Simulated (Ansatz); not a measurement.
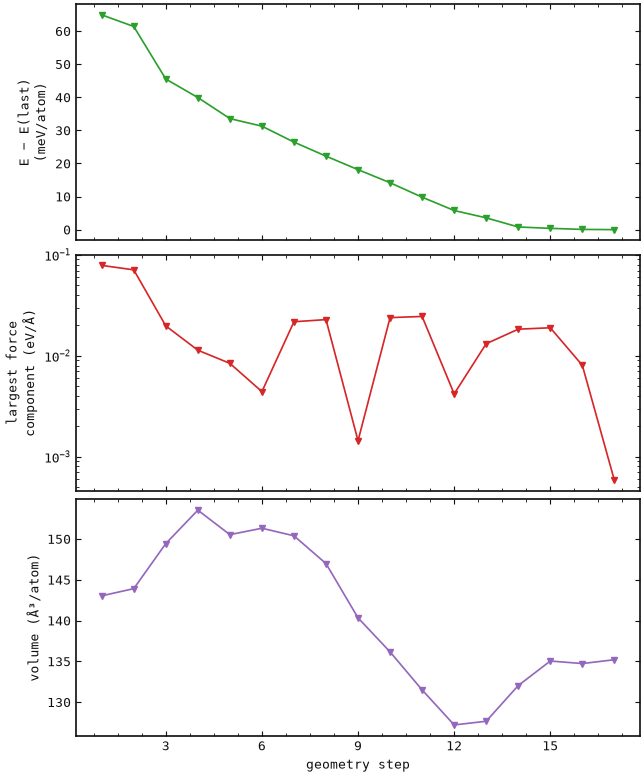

History of a geometry optimisation. Cs (Cmmm, 5 atoms in the cell); DFT PBE, scalar-relativistic, plane waves, PAW in Ansatz 0.2.0; cutoff 420 eV, 6×6×4 k-mesh, Gaussian smearing of 0.1 eV. Atoms and cell relax. A closing SCF on a freshly chosen basis isn't drawn.

The optimisation met its thresholds at geometry 17, counting the start as the first. The energy fell by about 65 meV/atom from the first step to the last. The largest force component goes from about 0.079 eV/Å at the start to 6 × 10⁻⁴ eV/Å at the end. The volume shrinks from 143.0 to 135.2 Å³ per atom (−5 %), overshooting to 127.2 at step 12.
